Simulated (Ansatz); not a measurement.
# What a change does: density-of-states calculation on MnS

System: MnS (P1, 4 atoms in the cell).
Method of the first run: DFT with PBE, PAW plane waves, spin–orbit coupling (Ansatz 0.2.0).

The structure is a deliberately distorted cell. Text and figures count atoms from 1; the logs count them from 0 in places.

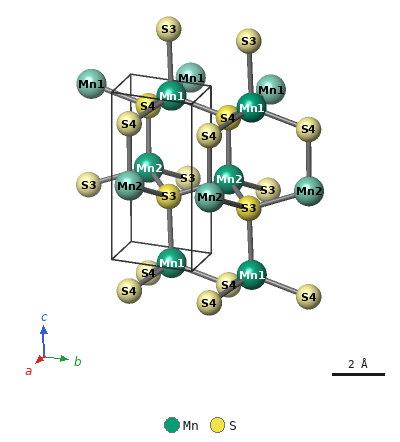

Fig. 1: The structure as given in the input (ball-and-stick view of the cell of the calculation, set on other vectors, repeated 1 × 2 × 1, seen slightly off an axis; neighbours outside the cell are drawn fainter; atoms are numbered from 1 in the order of the input). Near neighbours in the crystal (not all of them lie inside the picture): Mn has 4 S at 2.24 to 2.65 Å; S has 4 Mn at 2.24 to 2.65 Å.

Input file, the first run:
```yaml
crystal:
  lattice:
    - [4.045759, -0.004872, 0.009944]
    - [-2.027099, 3.53077, -0.004253]
    - [0.016086, 0.001343, 6.578562]
  atoms:
    - { symbol: Mn, position: [0.330209, 0.666367, 0.990315], spin: 4.5, spin_axis: [0.00245, 0.0002, 1.0] }
    - { symbol: Mn, position: [0.699968, 0.314844, 0.505896], spin: -4.5, spin_axis: [0.00245, 0.0002, 1.0] }
    - { symbol: S, position: [0.299588, 0.632124, 0.385713] }
    - { symbol: S, position: [0.661943, 0.303608, 0.871682] }
kpoints:
  mp_grid: { grid: [5, 5, 3], shift: [0.0, 0.0, 0.0] }
magnetization:
  noncollinear: true
  spin_orbit: true
scf:
  occupations: { method: fermi_dirac }
  lower_state_search: "off"
  max_iter: 200
hamiltonian:
  pseudopotentials: { kind: paw_fr }
  xc: pbe
basis:
  ecutwfc: 420
  fft_grid_basis: typed
output:
  forces: true
  stress: true
  eigenvalues: true
  bader: true
  populations: true
  elf: true
  write_potential: true
  volumetric_format: npy
  dos:
    e_range: [-12, 8]
    de: 0.05
    projected: { site_lists: { Mn: [Mn], S: [S] } }
    method: { smearing: { sigma: 0.1, scheme: gaussian } }
checkpoint:
  read: saved_state
```

Hardware: 2 threads of an x86-64 CPU, shared host.

Output, shortened to warnings, some set-up lines, iterations and results (the first run):
```
Warning: output.stress: scf.convergence.dr2_threshold = 1e-7 eV (the SCF's general default) is looser than the 4e-10 eV advised for a printed stress (1e-10 eV for each atom of the cell: 4). What an SCF threshold leaves in a stress goes as its square root, and in the free energy as the threshold itself, and one threshold admits the most on a small cell: of the crystals measured, under no hybrid …
Warning: checkpoint.read: basis.xc_grid differs: saved 1, current 2 (points along each axis for each point of the dense box; where the key is left out runs that use forces, runs that use the stress, dielectric runs by a finite field, finite-displacement phonons, runs of phonons.displacement_patterns under a GGA or a meta-GGA, phonons by method: dfpt, dielectric runs by the response, runs on …
Basis set: ecut = 420 eV, 1807 PW (Γ), exchange–correlation on 60×60×90 points (8 copies of the dense FFT grid, shifted against one another)
Symmetry: 1 space group operations
k-points: 75
Initial density: read from a saved state, or passed on in memory by an earlier SCF of this step, an earlier step, the calling program or the single point that the run made first
[...]
SCF iter   1: F=—  HF=-9603.979822 eV  |F-HF|=—  |Δ(HF+E_count)|=         —  Δρ=4.36e-3  dr2=5.49e-4  dr2_m=4.09e-3  ethr=1.61e-6  |M|=1.43e-3 ∫|m|=9.34e0 μB  |m|>n=0.0e0 …
SCF iter   2: F=—  HF=-9604.018669 eV  |F-HF|=—  |Δ(HF+E_count)|=   3.88e-2  Δρ=3.05e-3  dr2=2.03e-4  dr2_m=2.01e-3  ethr=1.31e-6  |M|=1.38e-3 ∫|m|=9.34e0 μB  |m|>n=0.0e0 …
SCF iter   3: F=—  HF=-9604.047037 eV  |F-HF|=—  |Δ(HF+E_count)|=   2.84e-2  Δρ=2.19e-3  dr2=2.88e-5  dr2_m=1.04e-3  ethr=4.84e-7  |M|=1.36e-3 ∫|m|=9.34e0 μB  |m|>n=0.0e0 …
SCF iter   4: F=—  HF=-9604.063744 eV  |F-HF|=—  |Δ(HF+E_count)|=   1.67e-2  Δρ=1.58e-3  dr2=4.92e-6  dr2_m=5.37e-4  ethr=6.87e-8  |M|=1.36e-3 ∫|m|=9.34e0 μB  |m|>n=0.0e0 …
SCF iter   5: F=—  HF=-9604.072898 eV  |F-HF|=—  |Δ(HF+E_count)|=   9.15e-3  Δρ=1.11e-3  dr2=1.94e-6  dr2_m=2.65e-4  ethr=1.17e-8  |M|=1.36e-3 ∫|m|=9.34e0 μB  |m|>n=0.0e0 …
SCF iter   6: F=—  HF=-9604.077769 eV  |F-HF|=—  |Δ(HF+E_count)|=   4.87e-3  Δρ=7.79e-4  dr2=2.12e-6  dr2_m=1.31e-4  ethr=4.62e-9  |M|=1.36e-3 ∫|m|=9.34e0 μB  |m|>n=0.0e0 …
SCF iter   7: F=—  HF=-9604.082980 eV  |F-HF|=—  |Δ(HF+E_count)|=   5.21e-3  Δρ=3.23e-5  dr2=5.90e-7  dr2_m=1.35e-7  ethr=4.62e-9  |M|=1.38e-3 ∫|m|=9.34e0 μB  |m|>n=0.0e0 …
SCF iter   8: F=—  HF=-9604.082998 eV  |F-HF|=—  |Δ(HF+E_count)|=   1.78e-5  Δρ=1.64e-5  dr2=3.42e-7  dr2_m=1.94e-8  ethr=1.41e-9  |M|=1.39e-3 ∫|m|=9.34e0 μB  |m|>n=0.0e0 …
SCF iter   9: F=-9604.082999 eV  HF=-9604.082999 eV  |F-HF|=1.50e-7  |Δ(HF+E_count)|=   1.37e-6  Δρ=6.95e-6  dr2=5.36e-8  dr2_m=2.23e-9  ethr=2.38e-10  |M|=1.40e-3 …
SCF 1 converged in 9 iterations: F = -9604.082999 eV  dr2 = 5.36e-8
SCF converged after 9 iterations
Magnetization: |M| = 0.0014 μB,  M = (-0.0001, +0.0007, +0.0012) μB
Absolute magnetization: 9.3438 μB (∫|m|, with the PAW one-centre terms)
  site 0: m = (+0.0109, +0.0029, +4.0824) μB, |m| = 4.0824 μB  (R = 0.98 Å)
  site 1: m = (-0.0107, -0.0022, -3.9267) μB, |m| = 3.9268 μB  (R = 0.93 Å)
  site 2: m = (-0.0001, -0.0000, -0.0519) μB, |m| = 0.0519 μB  (R = 0.93 Å)
  site 3: m = (+0.0001, +0.0000, +0.0411) μB, |m| = 0.0411 μB  (R = 0.98 Å)
Free energy (F): -9604.082999 eV
Harris-Foulkes:  -9604.082999 eV  (|F-HF|=1.50e-7)
Internal energy: -9604.079464 eV  (E = F + TS)
E sigma→0 (E₀):  -9604.081232 eV
Entropy (-TS):   -0.003536 eV (-0.884 meV/atom)
Fermi energy:    6.670604 eV
--- Per-component energies (eV) ---
  E_band       = -742.017881
  E_kinetic    = 808.962748
  E_local      = -5747.350160  (includes V_loc(G=0)·N_el)
  E_nonlocal   = 559.731853
  E_hartree    = 2359.590326
  E_xc         = -414.529697
  E_vxc        = -456.256958  (∫ρ·V_xc dr)
  E_paw        = -3813.741598  (= ΣΔE_a)
  E_vpaw       = -626.280218  (= ΣTr[D̂ρ^β])
  E_aug_tail   = -0.000016  (compensation charges beyond the density's cutoff)
  E_ewald      = -3356.742920
  E_smearing   = -0.003536  (= −TS)
  E_closure    = 0.000000  (closes the sum)
  Σ components = -9604.082999   (vs F -9604.082999, Δ=0.00e0)
--- Forces (eV/Å), atoms counted from 1 ---
  atom   1  Mn     0.08948311    -0.47244925     0.59181320
  atom   2  Mn    -1.23113681    -0.64325036     0.28423736
  atom   3  S      1.27588287     0.69644159    -0.92188357
  atom   4  S     -0.13423966     0.41921740     0.04574493
  max |Σ_I F_I| component: 8.81e-5 eV/Å
--- Stress (GPa, compression-positive) ---
       -1.808073       2.176980      -1.217026
        2.176979      -2.382670      -1.047341
       -1.216948      -1.047277      -5.731252
  P = ⅓ Tr σ = -3.3073 GPa (-33.073 kbar)
--- Löwdin populations: 4 sites ---
  site symbol       q [e]
     0     Mn     13.9735
     1     Mn     13.9944
     2      S      6.8754
     3      S      6.8644
  spilling = 0.006958 (of n_electrons = 42.000000)
--- Bader charges: 4 sites ---
  site symbol  charge [e]  shift [e]  m_x [muB]  m_y [muB]  m_z [muB]
     0     Mn      1.1428     0.0010     0.0119     0.0031     4.4639
     1     Mn      1.1336     0.0007    -0.0120    -0.0025    -4.4084
     2      S     -1.1355     0.0007    -0.0005    -0.0001    -0.2078
     3      S     -1.1408     0.0010     0.0005     0.0001     0.1535
  estimated error of the sums over rays = 3.6e-4 e
```

The second run used a changed input.

The two runs side by side:

| quantity | the first run | the second run |
| --- | --- | --- |
| outcome | converged | converged |
| free energy per atom (eV) | −2401.0207 | −2400.9473 |
| energy per atom, smearing taken to zero (eV) | −2401.0203 | −2400.9442 |
| net moment of the cell (μB) | 0.00 | 9.92 |
| absolute moment of the cell (μB) | 9.34 | 9.92 |
| pressure (GPa) | −3.31 | −1.24 |
| largest force (eV/Å) | 1.721 | 1.658 |
| irreducible k-points | 75 | 75 |
| plane waves at Γ | 1807 | 1807 |
| wall time (shared host) | 1.9 min | 1.8 min |

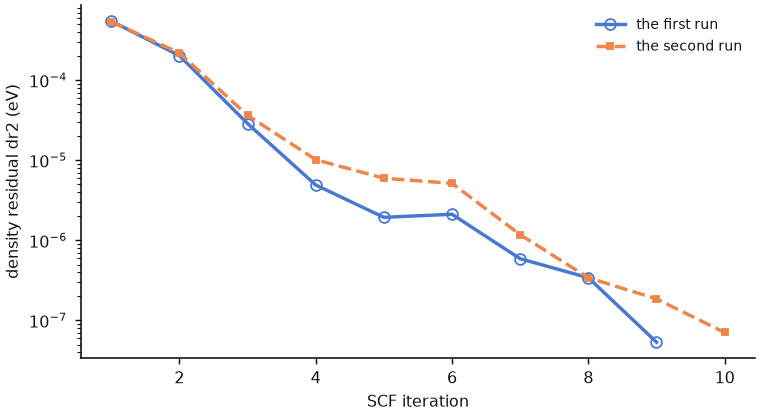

Fig. 2: Convergence of the two runs: density residual dr2 against the SCF iteration. The first run takes 9 iterations in all, and the second run takes 10.

Which change of the input explains these differences?

The change (lines with − go, lines with + come):
```diff
-    - { symbol: Mn, position: [0.699968, 0.314844, 0.505896], spin: -4.5, spin_axis: [0.00245, 0.0002, 1.0] }
+    - { symbol: Mn, position: [0.699968, 0.314844, 0.505896], spin: 4.5, spin_axis: [0.00245, 0.0002, 1.0] }
```

With the same functional and potentials, the second run lies 73.4 meV per atom higher. The net moment of the cell goes from 0.00 to 9.92 μB. The pressure goes from −3.31 to −1.24 GPa. The largest force goes from 1.721 to 1.658 eV/Å.

Output, shortened to warnings, some set-up lines, iterations and results (the second run):
```
Warning: output.stress: scf.convergence.dr2_threshold = 1e-7 eV (the SCF's general default) is looser than the 4e-10 eV advised for a printed stress (1e-10 eV for each atom of the cell: 4). What an SCF threshold leaves in a stress goes as its square root, and in the free energy as the threshold itself, and one threshold admits the most on a small cell: of the crystals measured, under no hybrid …
Warning: checkpoint.read: basis.xc_grid differs: saved 1, current 2 (points along each axis for each point of the dense box; where the key is left out runs that use forces, runs that use the stress, dielectric runs by a finite field, finite-displacement phonons, runs of phonons.displacement_patterns under a GGA or a meta-GGA, phonons by method: dfpt, dielectric runs by the response, runs on …
Basis set: ecut = 420 eV, 1807 PW (Γ), exchange–correlation on 60×60×90 points (8 copies of the dense FFT grid, shifted against one another)
Symmetry: 1 space group operations
k-points: 75
Initial density: read from a saved state, or passed on in memory by an earlier SCF of this step, an earlier step, the calling program or the single point that the run made first
[...]
SCF iter   1: F=—  HF=-9603.688203 eV  |F-HF|=—  |Δ(HF+E_count)|=         —  Δρ=4.52e-3  dr2=5.41e-4  dr2_m=4.40e-3  ethr=1.24e-6  |M|=9.91e0 ∫|m|=9.91e0 μB  |m|>n=2.5e-5 …
SCF iter   2: F=—  HF=-9603.724049 eV  |F-HF|=—  |Δ(HF+E_count)|=   3.58e-2  Δρ=3.16e-3  dr2=2.19e-4  dr2_m=2.16e-3  ethr=1.24e-6  |M|=9.92e0 ∫|m|=9.92e0 μB  |m|>n=0.0e0 …
SCF iter   3: F=—  HF=-9603.751247 eV  |F-HF|=—  |Δ(HF+E_count)|=   2.72e-2  Δρ=2.28e-3  dr2=3.65e-5  dr2_m=1.12e-3  ethr=5.21e-7  |M|=9.92e0 ∫|m|=9.92e0 μB  |m|>n=0.0e0 …
SCF iter   4: F=—  HF=-9603.769120 eV  |F-HF|=—  |Δ(HF+E_count)|=   1.79e-2  Δρ=1.64e-3  dr2=1.02e-5  dr2_m=5.79e-4  ethr=8.69e-8  |M|=9.92e0 ∫|m|=9.92e0 μB  |m|>n=0.0e0 …
SCF iter   5: F=—  HF=-9603.778989 eV  |F-HF|=—  |Δ(HF+E_count)|=   9.87e-3  Δρ=1.16e-3  dr2=5.97e-6  dr2_m=2.92e-4  ethr=2.42e-8  |M|=9.92e0 ∫|m|=9.92e0 μB  |m|>n=0.0e0 …
SCF iter   6: F=—  HF=-9603.784093 eV  |F-HF|=—  |Δ(HF+E_count)|=   5.10e-3  Δρ=8.19e-4  dr2=5.16e-6  dr2_m=1.45e-4  ethr=1.42e-8  |M|=9.92e0 ∫|m|=9.92e0 μB  |m|>n=0.0e0 …
SCF iter   7: F=—  HF=-9603.789497 eV  |F-HF|=—  |Δ(HF+E_count)|=   5.40e-3  Δρ=3.00e-5  dr2=1.18e-6  dr2_m=1.72e-7  ethr=1.23e-8  |M|=9.92e0 ∫|m|=9.92e0 μB  |m|>n=0.0e0 …
SCF iter   8: F=—  HF=-9603.789290 eV  |F-HF|=—  |Δ(HF+E_count)|=   2.07e-4  Δρ=1.49e-5  dr2=3.42e-7  dr2_m=3.23e-8  ethr=2.82e-9  |M|=9.92e0 ∫|m|=9.92e0 μB  |m|>n=0.0e0 …
SCF iter   9: F=—  HF=-9603.789291 eV  |F-HF|=—  |Δ(HF+E_count)|=   8.23e-7  Δρ=1.30e-5  dr2=1.86e-7  dr2_m=3.07e-8  ethr=8.14e-10  |M|=9.92e0 ∫|m|=9.92e0 μB  |m|>n=0.0e0 …
SCF iter  10: F=-9603.789291 eV  HF=-9603.789291 eV  |F-HF|=4.85e-9  |Δ(HF+E_count)|=   1.74e-7  Δρ=1.18e-5  dr2=7.08e-8  dr2_m=3.14e-8  ethr=2.38e-10  |M|=9.92e0 ∫|m|=9.92e0 …
SCF 1 converged in 10 iterations: F = -9603.789291 eV  dr2 = 7.08e-8
SCF converged after 10 iterations
Magnetization: |M| = 9.9173 μB,  M = (+0.0249, +0.0026, +9.9172) μB
Absolute magnetization: 9.9178 μB (∫|m|, with the PAW one-centre terms)
  site 0: m = (+0.0100, -0.0006, +4.1930) μB, |m| = 4.1930 μB  (R = 0.98 Å)
  site 1: m = (+0.0106, +0.0027, +4.0181) μB, |m| = 4.0181 μB  (R = 0.93 Å)
  site 2: m = (+0.0003, +0.0001, +0.1087) μB, |m| = 0.1087 μB  (R = 0.93 Å)
  site 3: m = (+0.0003, -0.0000, +0.1148) μB, |m| = 0.1148 μB  (R = 0.98 Å)
Free energy (F): -9603.789291 eV
Harris-Foulkes:  -9603.789291 eV  (|F-HF|=4.85e-9)
Internal energy: -9603.764032 eV  (E = F + TS)
E sigma→0 (E₀):  -9603.776661 eV
Entropy (-TS):   -0.025259 eV (-6.315 meV/atom)
Fermi energy:    6.730752 eV
--- Per-component energies (eV) ---
  E_band       = -743.096316
  E_kinetic    = 808.725423
  E_local      = -5745.711419  (includes V_loc(G=0)·N_el)
  E_nonlocal   = 560.513628
  E_hartree    = 2357.973834
  E_xc         = -414.732744
  E_vxc        = -456.537924  (∫ρ·V_xc dr)
  E_paw        = -3813.789817  (= ΣΔE_a)
  E_vpaw       = -626.047171  (= ΣTr[D̂ρ^β])
  E_aug_tail   = -0.000016  (compensation charges beyond the density's cutoff)
  E_ewald      = -3356.742920
  E_smearing   = -0.025259  (= −TS)
  E_closure    = -0.000000  (closes the sum)
  Σ components = -9603.789291   (vs F -9603.789291, Δ=0.00e0)
--- Forces (eV/Å), atoms counted from 1 ---
  atom   1  Mn     0.12747808    -0.49839416     0.41430180
  atom   2  Mn    -1.29829021    -0.66251686    -0.07449674
  atom   3  S      1.33509492     0.71056612    -0.67930311
  atom   4  S     -0.16427483     0.45035591     0.33944346
  max |Σ_I F_I| component: 5.46e-5 eV/Å
--- Stress (GPa, compression-positive) ---
       -0.678392       2.374247      -1.457862
        2.374247      -1.122902      -1.311085
       -1.457786      -1.311010      -1.909486
  P = ⅓ Tr σ = -1.2369 GPa (-12.369 kbar)
--- Löwdin populations: 4 sites ---
  site symbol       q [e]
     0     Mn     13.9223
     1     Mn     13.9551
     2      S      6.9110
     3      S      6.9099
  spilling = 0.007183 (of n_electrons = 42.000000)
--- Bader charges: 4 sites ---
  site symbol  charge [e]  shift [e]  m_x [muB]  m_y [muB]  m_z [muB]
     0     Mn      1.1617     0.0010     0.0110    -0.0005     4.6187
     1     Mn      1.1472     0.0006     0.0120     0.0029     4.5354
     2      S     -1.1505     0.0007     0.0010     0.0002     0.3822
     3      S     -1.1584     0.0009     0.0009     0.0000     0.3817
  estimated error of the sums over rays = 3.5e-4 e
```

For both runs: Warnings: the SCF threshold is looser than advised for the printed stress. For the second run: This electronic state lies 73 meV per atom above the lowest one found.
